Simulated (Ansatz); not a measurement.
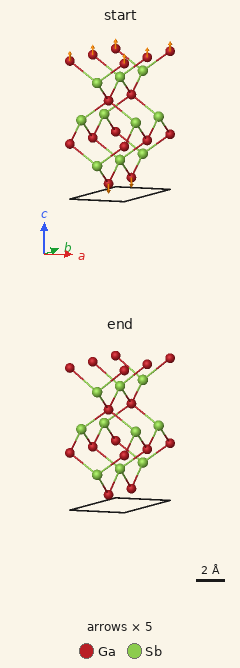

The structure of a slab of composition Ga4Sb3 (cut from the F-43m phase) before (top) and after (bottom) a relaxation, at one scale. The orange arrows give the displacements, magnified 5 times.

A ball-and-stick model of the 1 × 2 repeat of the cell, outlined in the plane, without the vacuum, seen slightly off an axis.

Case: (1 0 0) slab, atoms relaxed. The slab is the (1 0 0) face of GaSb.

The calculation used DFT PBEsol, scalar-relativistic, plane waves, PAW in Ansatz. Settings: plane-wave cutoff 420 eV; k-point mesh 8 × 8 × 1; occupations gaussian; smearing width 0.1 eV; no spin polarisation; dipole correction; atoms relaxed in a fixed cell; force threshold 0.02 eV/Å; at most 60 steps.

Summarise the run.

Over 3 geometry steps the energy falls by 0.107 eV per cell of the calculation. The largest force component goes from 0.66 to 0.0019 eV/Å. The largest moves relative to the layer's centre, 0.15 Å, are those of Ga atoms. By element the largest moves are Ga 0.15 Å, Sb 0.01 Å. The cell doesn't change. Among the contacts that change: Ga–Sb 2.646 → 2.744 Å. Bond angles that change, for instance: Sb–Ga–Sb 109.5° → 103.9°, Ga–Sb–Ga 109.5° → 103.9°. The run took 3.3 min on 1 thread of Intel(R) Xeon(R) Platinum 8488C (Sapphire Rapids) (shared host), peak memory 0.89 GiB.
